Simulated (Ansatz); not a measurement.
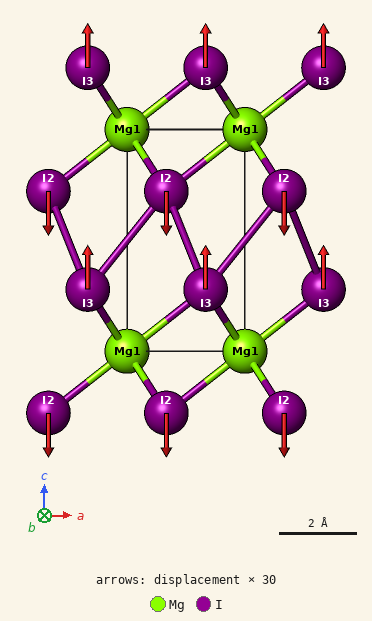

A relaxation of crystalline MgI2 (set up in P-3m1). The starting structure is drawn; red arrows show the displacements (the part carried along by the change of the cell is left out), magnified 30 times.

Style: ball-and-stick. Shown: the cell of the calculation, along the b axis.

Case: relaxed at 50 GPa.

These are results of DFT PBE, scalar-relativistic, plane waves, PAW (Ansatz 0.2.0), not measurements. Set-up: plane-wave cutoff 420 eV; k-point mesh 12 × 12 × 6; occupations gaussian; smearing width 0.02 eV; target pressure 50 GPa; no spin polarisation; cell and atoms relaxed; force threshold 0.008 eV/Å; at most 50 steps.

Which element moves most?

Answer. Iodine: up to 0.039 Å, against 0.000 Å for magnesium.

Describe the change and its energy.

Answer. After 5 accepted moves (7 points after the start) the energy has risen by 435 meV per atom. With the target pressure of 50 GPa, the enthalpy E + pV changes by −82.4 meV per atom. Largest force component: 0.4 eV/Å at the start, under 0.0001 eV/Å at the end. Pressure: 36.34 GPa at the start and 50.00 GPa at the end. The line search rejected the trial step at point 1 of the run. The SCF was repeated once at an unchanged geometry on a basis and grid sized afresh for the cell, which shifted the energy by 0.3 meV per atom at most. The largest moves relative to the cell, 0.039 Å, are those of I2 and I3. I3 goes along +c. Mg stays in place. The drawn cell changes as follows: a = b 3.548 → 3.417 Å (−3.7 %), c 5.780 → 5.739 Å (−0.7 %); the volume changes by −7.9 %. Some distances before and after: I2–I3 3.281 → 3.159 Å, Mg1–I2 2.604 → 2.563 Å. Among the angles between lasting bonds that change: Mg1–I3–Mg1 85.9° → 83.6°, I2–Mg1–I2 85.9° → 83.6°, I2–Mg1–I3 94.1° → 96.4°. The space group stays P-3m1 (No. 164). Cost: 77 s on 1 thread of Arm Neoverse V1, on a shared host, peak memory 0.42 GiB.
